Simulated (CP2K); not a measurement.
**Energy of BAs along an even scaling of the cell**

System: BAs (F-43m, 2 atoms in the cell).
Method: Kohn-Sham DFT of a periodic cell, LDA, GTH-PADE with UZH-TZVP basis, no spin polarisation (CP2K 2026.2).

The 6 runs differ only in the geometry, by an even scaling of the cell at fixed fractional positions. The structure derives from an entry of the Crystallography Open Database.

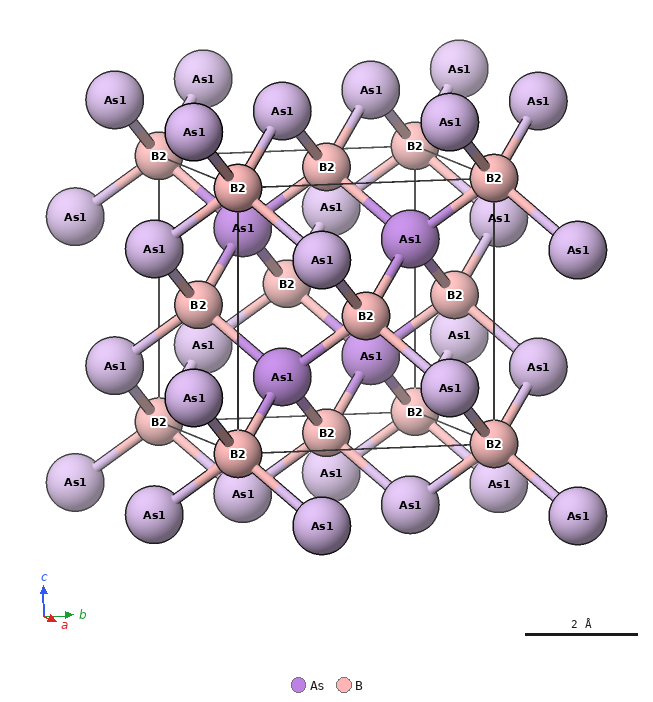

Figure 1. The structure of run 4 (ball-and-stick view of the cell 4 times as large as that of the calculation, set on its symmetry axes, seen slightly off an axis; neighbours outside the cell are drawn fainter; atoms are numbered from 1 in the order of the input).

### Input of run 4
```
&GLOBAL
  PROJECT bas_eos
  RUN_TYPE ENERGY_FORCE
  PRINT_LEVEL LOW
&END GLOBAL
&FORCE_EVAL
  METHOD QS
  STRESS_TENSOR ANALYTICAL
  &DFT
    BASIS_SET_FILE_NAME BASIS_MOLOPT_UZH
    POTENTIAL_FILE_NAME GTH_POTENTIALS
    WFN_RESTART_FILE_NAME previous-RESTART.kp
    &MGRID
      CUTOFF 450
      REL_CUTOFF 60
      NGRIDS 4
    &END MGRID
    &QS
      METHOD GPW
      EPS_DEFAULT 1.0E-9
    &END QS
    &KPOINTS
      SCHEME MONKHORST-PACK 10 10 10
      GAMMA_CENTERED T
      SYMMETRY T
      SYMMETRY_BACKEND SPGLIB
    &END KPOINTS
    &SCF
      SCF_GUESS RESTART
      EPS_SCF 1.0E-6
      MAX_SCF 100
      ADDED_MOS 10
      CHOLESKY OFF
      EPS_EIGVAL 1.0E-7
      &DIAGONALIZATION ON
        ALGORITHM STANDARD
      &END DIAGONALIZATION
      &MIXING ON
        METHOD BROYDEN_MIXING
        ALPHA 0.4
        BETA 1.5
        NBUFFER 8
      &END MIXING
      &SMEAR ON
        METHOD FERMI_DIRAC
        ELECTRONIC_TEMPERATURE [K] 300.557
      &END SMEAR
    &END SCF
    &XC
      &XC_FUNCTIONAL
        &LDA_X
        &END LDA_X
        &LDA_C_PW
        &END LDA_C_PW
      &END XC_FUNCTIONAL
    &END XC
    &PRINT
      &KPOINTS ON
      &END KPOINTS
      &MULLIKEN ON
      &END MULLIKEN
      &MO ON
        ENERGIES T
        OCCUPATION_NUMBERS T
        &EACH
          QS_SCF 0
        &END EACH
        ADD_LAST NUMERIC
      &END MO
    &END PRINT
  &END DFT
  &SUBSYS
    &CELL
      A 3.4002196072 0.0000000000 0.0000000000
      B 1.7001098036 2.9446765583 0.0000000000
      C 1.7001098036 0.9815588528 2.7762676837
      PERIODIC XYZ
    &END CELL
    &COORD
      As  5.1003294108 2.9446765583 2.0822007628
      B   0.0000000000 0.0000000000 0.0000000000
    &END COORD
    &KIND As
      BASIS_SET TZVP-MOLOPT-PBE-GTH-q5
      POTENTIAL GTH-PADE-q5
    &END KIND
    &KIND B
      BASIS_SET TZVP-MOLOPT-PBE-GTH-q3
      POTENTIAL GTH-PADE-q3
    &END KIND
    &PRINT
      &ATOMIC_COORDINATES ON
      &END ATOMIC_COORDINATES
      &CELL ON
      &END CELL
    &END PRINT
  &END SUBSYS
  &PRINT
    &FORCES ON
    &END FORCES
    &STRESS_TENSOR ON
    &END STRESS_TENSOR
  &END PRINT
&END FORCE_EVAL
```

Command:
```bash
OMP_NUM_THREADS=1 cp2k.psmp -i bas_eos.inp -o bas_eos.out
```

Run 5 differs from it as follows:
```diff
-      A 3.4002196072 0.0000000000 0.0000000000
-      B 1.7001098036 2.9446765583 0.0000000000
-      C 1.7001098036 0.9815588528 2.7762676837
+      A 3.4222995740 0.0000000000 0.0000000000
+      B 1.7111497870 2.9637983704 0.0000000000
+      C 1.7111497870 0.9879327902 2.7942959011
-      As  5.1003294108 2.9446765583 2.0822007628
+      As  5.1334493610 2.9637983705 2.0957219258
```

### Results, with one run withheld

| run | volume per atom (Å³) | free energy per atom, from the lowest run given (meV) | pressure (GPa) | gap on the mesh (eV) |
| --- | --- | --- | --- | --- |
| 1 | 12.809 | 5.32 | 4.80 | 1.14 |
| 2 | 13.081 | 0.00 | 1.51 | 1.15 |
| 3 | 13.354 | 0.01 | −1.45 | 1.17 |
| 4 | 13.899 | 13.89 | −6.54 | 1.20 |
| 5 | 14.171 | ? | ? | ? |
| 6 | 14.444 | 43.42 | −10.68 | 1.23 |

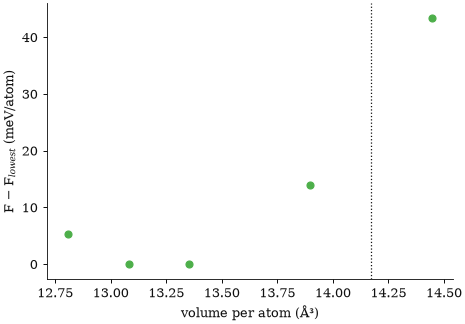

Figure 2. Free energy per atom of the runs given; the dotted line marks run 5.

What should run 5 give?

A cubic polynomial in V^(−2/3) (the Birch–Murnaghan form), fitted to the 5 runs given, misses them by at most 0.01 meV per atom. With x = V^(−2/3) − 0.17641 Å⁻², it reads F = 1.9343 − 2066.3 x + 4.1665e+05 x² + 18485 x³ (meV per atom). At run 5 it gives 26.87 meV per atom, and the run itself gives 26.89. The slope of the fit gives a pressure −dF/dV of −8.71 GPa there, and the run prints −8.72 GPa. The fit has its minimum at 13.217 Å³ per atom, where V d²F/dV² gives 144 GPa: the bulk modulus at this level, since symmetry fixes the shape and the positions. The gap on the mesh goes, without turning, from 1.14 eV in run 1 to 1.23 eV in run 6; run 5 has 1.22 eV. These are gaps of this functional on this mesh, which can miss the band edges; they aren't the measured gap.

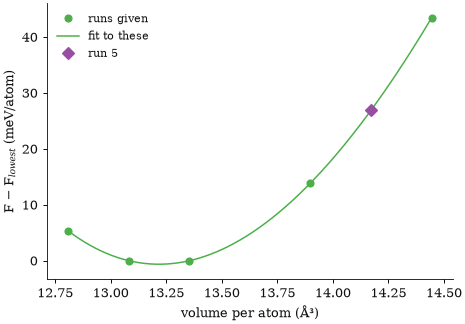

Figure 3. The fit and the withheld run.

### Some lines of the output (run 5)
```
[...]
 MO| Band gap:            0.154163 a.u.          4.194988 eV
 MO| Band gap:            0.190937 a.u.          5.195671 eV
 MO| Band gap:            0.195840 a.u.          5.329082 eV
 MO| Band gap:            0.184809 a.u.          5.028915 eV
 MO| Band gap:            0.178875 a.u.          4.867448 eV
 MO| Band gap:            0.194513 a.u.          5.292961 eV
 MO| Band gap:            0.196789 a.u.          5.354913 eV
 MO| Band gap:            0.198039 a.u.          5.388924 eV
 MO| Band gap:            0.199153 a.u.          5.419232 eV
 MO| Band gap:            0.181029 a.u.          4.926048 eV
 MO| Band gap:            0.170988 a.u.          4.652809 eV
 MO| Band gap:            0.197156 a.u.          5.364880 eV
 MO| Band gap:            0.194327 a.u.          5.287893 eV
 MO| Band gap:            0.225244 a.u.          6.129192 eV
```
